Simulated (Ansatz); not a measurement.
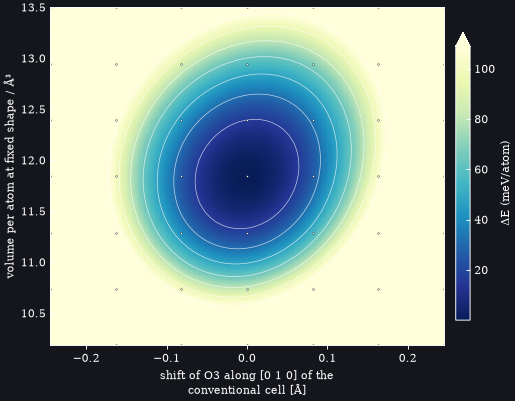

SnO₂ (P4_2/mnm, No. 136; 6 atoms in the cell). 
- The energy is mapped over a free internal coordinate and the cell.
- First axis: shift of O3 along [0 1 0] of the conventional cell, Cartesian (0 1 0), its symmetry partners moved as symmetry demands (measured in the relaxed cell). Second axis: volume per atom at fixed shape.
- Nothing is relaxed (all other coordinates fixed).
- The scan uses a 7 × 7 grid.
- Points are written as (first, second).
- All energies are given in meV/atom relative to the lowest grid point.
- Method: DFT LDA, scalar-relativistic, plane waves, PAW (Ansatz). Settings: cutoff 520 eV, k-mesh 6×6×8 in the order of the run's cell vectors, gaussian smearing 0.05 eV, no spin polarisation.

The picture shows a smooth colour map with a few white contour lines, dots at the grid points, one colour for all values above the top of the scale. Between grid points the surface is interpolated.

### Estimate the position of the minimum and the force constants in these coordinates.

The interpolated minimum is at the first coordinate ≈ 0.000 Å, volume per atom at fixed shape ≈ 11.84 Å³. The curvatures there are about 47 eV/Å² and 0.68 eV/(Å³)², with a cross term of about −0.8 eV/(Å·Å³) (per cell of 6 atoms). Round the minimum the two coordinates are weakly coupled (coupling −0.14 in units of the two stiffnesses).

PAW datasets: the set soft_1.
